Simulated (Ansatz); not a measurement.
Here is a crystal structure:

```
Nb N
1.0
     3.86265    0.00000    0.00000
     0.00000   10.31129    0.00000
     0.00000    0.00000   10.32011
Nb N
12 20
Direct
  0.00000 0.13105 0.94041
  0.00000 0.13105 0.55959
  0.00000 0.20107 0.25000
  0.50000 0.29893 0.75000
  0.50000 0.36895 0.05959
  0.50000 0.36895 0.44041
  0.50000 0.63105 0.94041
  0.50000 0.63105 0.55959
  0.50000 0.70107 0.25000
  0.00000 0.79893 0.75000
  0.00000 0.86895 0.05959
  0.00000 0.86895 0.44041
  0.00000 0.30802 0.42519
  0.00000 0.04679 0.11899
  0.00000 0.04679 0.38101
  0.00000 0.30802 0.07481
  0.00000 0.23614 0.75000
  0.50000 0.45321 0.88101
  0.50000 0.19198 0.57481
  0.50000 0.19198 0.92519
  0.50000 0.26386 0.25000
  0.50000 0.45321 0.61899
  0.50000 0.80802 0.42519
  0.50000 0.54679 0.11899
  0.50000 0.54679 0.38101
  0.50000 0.80802 0.07481
  0.50000 0.73614 0.75000
  0.00000 0.95321 0.88101
  0.00000 0.69198 0.57481
  0.00000 0.69198 0.92519
  0.00000 0.76386 0.25000
  0.00000 0.95321 0.61899
```

**What crystal do these data define?**

Formula: Nb₃N₅. Space group: Cmcm (No. 63). Lattice: base-centred orthorhombic. One cell contains 12 Nb, 20 N, 32 atoms in all. Neighbours within bonding distance: Nb 6 to 7 (mean 6.7) and N 3 to 4 (mean 3.6). Not all metal-metal contacts are counted.

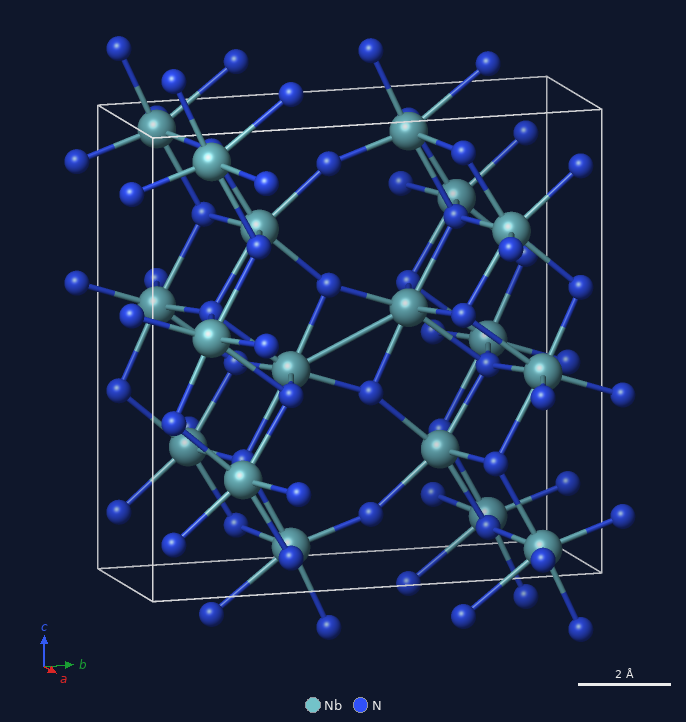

Structure drawing (ball-and-stick), viewed slightly off an axis. Atoms at the boundary of the conventional unit cell (the box) are drawn once for each face, edge or corner they touch. Some atoms of the next cells are drawn as well.

Starting structure: a structure listed in the Materials Project. Earlier steps of the study may have refined or changed the cell and positions. It went into a calculation with Ansatz.
